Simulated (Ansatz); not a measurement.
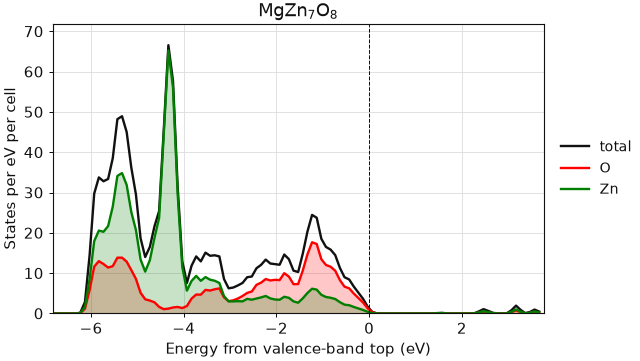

Density of states of MgZn₇O₈, space group P1, 16 atoms in the cell. Level of theory: DFT r2SCAN, scalar-relativistic, plane waves, PAW, no spin polarisation, 4×4×4 k mesh, 500 eV cutoff, Gaussian smearing of 0.02 eV; code Ansatz. Energies are counted from the top of the valence band. The partial curves are projected on Löwdin-orthogonalised atomic shells.

There is a gap; over the k points computed it is 1.54 eV. By projected weight, the top eV of the valence band is O (75 %) and Zn (25 %). The upper group of valence states starts about 6.1 eV under the valence-band top, with a gap beneath it; it holds about 118 electrons a cell. The tallest peak in the window is at −4.3 eV; by projected weight it is Zn almost alone.

The structure was built from a prototype or by substitution, so it need not be a known phase.
